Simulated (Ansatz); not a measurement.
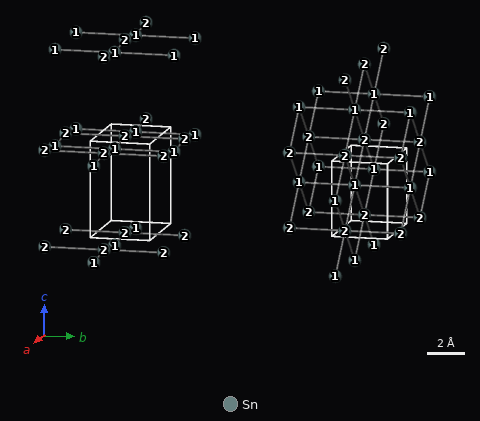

Two geometries of crystalline Sn (built on the random type) (coarse preliminary run), drawn at one scale. One is the start of a relaxation, the other its converged end. Style: ball-and-stick. Shown: the cell of the calculation, repeated 2 × 1 × 2 with one cell outlined, slightly off an axis.

Theory: DFT PBE, scalar-relativistic, plane waves, PAW in Ansatz. Settings: plane-wave cutoff 420 eV; k-point mesh 4 × 6 × 4; occupations gaussian; smearing width 0.1 eV; no spin polarisation; cell and atoms relaxed; force threshold 0.04 eV/Å; at most 70 steps.

Q: Which one is relaxed?

A: The right one is the relaxed one. Case: random cell with space group Pmma (No. 51). The largest moves relative to the cell, 0.96 Å, are those of Sn1 and Sn2. Sn1 goes along −c. Cell: a 4.843 → 4.472 Å (−7.7 %), b 3.375 → 3.155 Å (−6.5 %), c 5.425 → 4.232 Å (−22.0 %). Volume −32.7 %. Among the contacts that change: Sn1–Sn2 5.723 → 3.079 Å, Sn1–Sn2 (another image) 2.433 → 3.078 Å, Sn1–Sn1 3.375 → 3.155 Å. Bond angles that change, for instance: Sn2–Sn1–Sn2 168.7° → 93.2°. The space group (tolerance 0.01 Å) goes from Pmma (No. 51) to Cmmm (No. 65). The energy falls by 2.568 eV per cell of the calculation in 11 accepted moves (14 points after the start). Largest force component: 1.1 eV/Å at the start, 0.00086 eV/Å at the end. Pressure: 9.89 GPa at the start and −0.02 GPa at the end. The line search rejected the trial steps at points 10, 11 of the run. The SCF was repeated once at an unchanged geometry on a basis and grid sized afresh for the cell, which shifted the energy by 1.6 meV per cell of the calculation at most. The run took about 22 core-seconds on a shared host.
